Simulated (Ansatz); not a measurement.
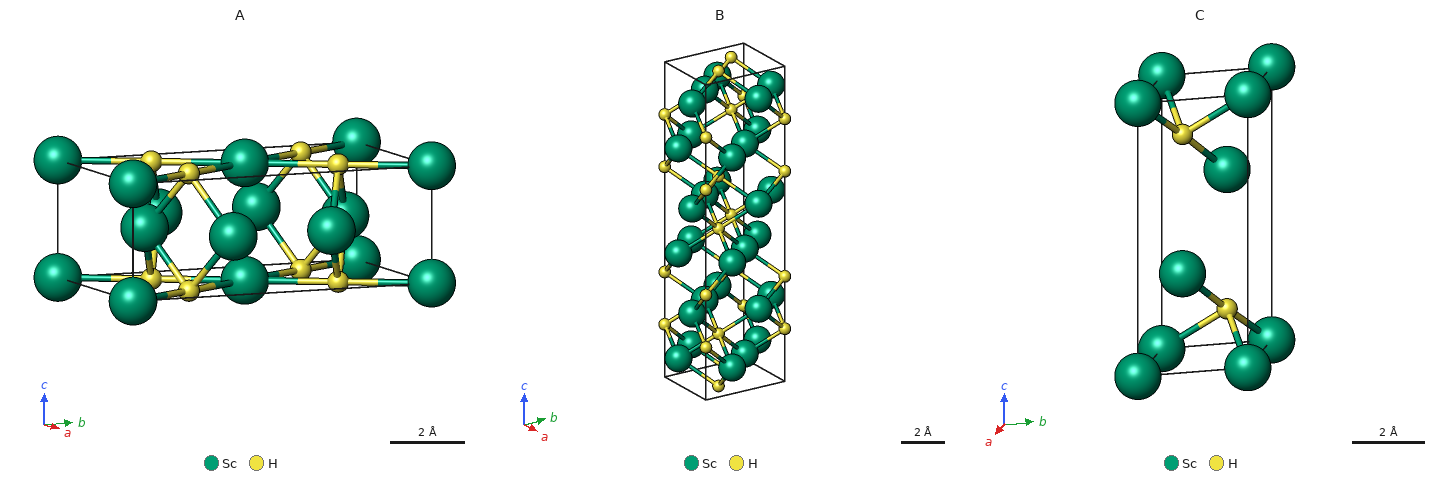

Three structures of Sc3H2, each relaxed to rest (conventional cells in solid outline, small ones repeated, each panel with its own scale). Method: DFT PBE, scalar-relativistic, plane waves, PAW (Ansatz), without spin polarisation.

### Give the type and space group of each panel.

A: 10 atoms a cell on a base-centred orthorhombic lattice, Cmmm; B: 30 atoms a cell on a rhombohedral (trigonal R) lattice, R-3c; C: 5 atoms a cell on a primitive hexagonal lattice, P-3m1.

### Rank them by energy, lowest first.

B, then A (+14 meV/atom) and C (+43 meV/atom), energies at zero smearing.

### Collect the results in a table.

| panel | structure | E − E(lowest) (meV/atom) | volume (Å³/atom) | gap (eV) |
| --- | --- | --- | --- | --- |
| B | R-3c | 0 | 14.6 | metal |
| A | Cmmm | 14 | 14.6 | metal |
| C | P-3m1 | 43 | 14.4 | metal |

Some of these may be structure types tried for this composition rather than known phases, and the most stable form need not be among them. Gaps are taken on the k-mesh or band path of each run.
